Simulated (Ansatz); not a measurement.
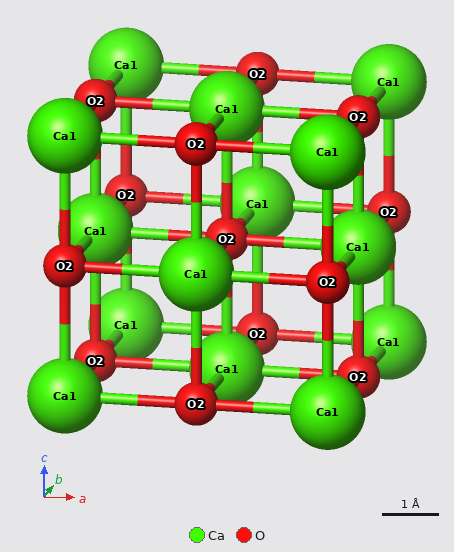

Reference structure: crystalline CaO (set up in Fm-3m). A ball-and-stick model of the conventional cell (4 times the calculation's cell), seen slightly off an axis. Lengths and directions refer to the drawn axes.

Method: DFT PBE, scalar-relativistic, plane waves, PAW in Ansatz. (plane-wave cutoff 420 eV; k-point mesh 8 × 8 × 8; occupations gaussian; smearing width 0.02 eV; no spin polarisation)

Now this is done to it. All lengths are scaled by −3.1 % (volume −9.0 %), the atoms keeping their fractional coordinates. No relaxation follows.

Input
```yaml
crystal:
  lattice:
    - [0.0, 2.3403150894, 2.3403150894]
    - [2.3403150894, 0.0, 2.3403150894]
    - [2.3403150894, 2.3403150894, 0.0]
  atoms:
    - { symbol: Ca, position: [0.0, 0.0, 0.0] }
    - { symbol: O, position: [0.5, 0.5, 0.5] }
basis:
  ecutwfc: 420
kpoints:
  mp_grid: { grid: [8, 8, 8] }
hamiltonian:
  xc: pbe
scf:
  occupations: { method: gaussian, width: 0.02 }
output:
  forces: true
  stress: true
  eigenvalues: true
```

Run as
```bash
ansatz run input.yaml --threads 1 --pin off --max-ram 2560MiB --backend cpu --events-out ev --progress --plain --runs-dir out
```

Question: What is the effect?

Answer: It costs 44.8 meV per atom. Pressure: 0.0 GPa before, 12.3 GPa after. All forces vanish by symmetry. Some distances before and after: Ca–O 2.415 → 2.340 Å. The space group stays Fm-3m (No. 225).

Drawn alike, the variant:

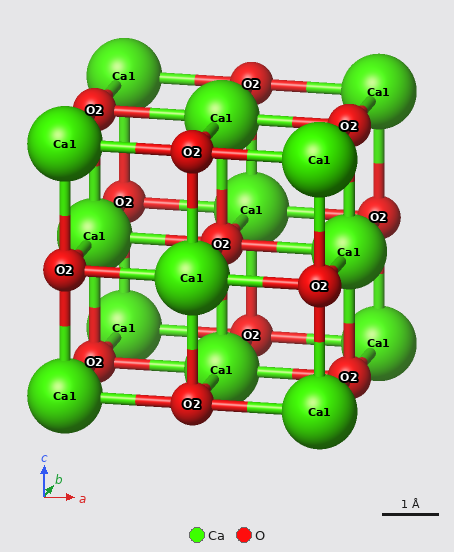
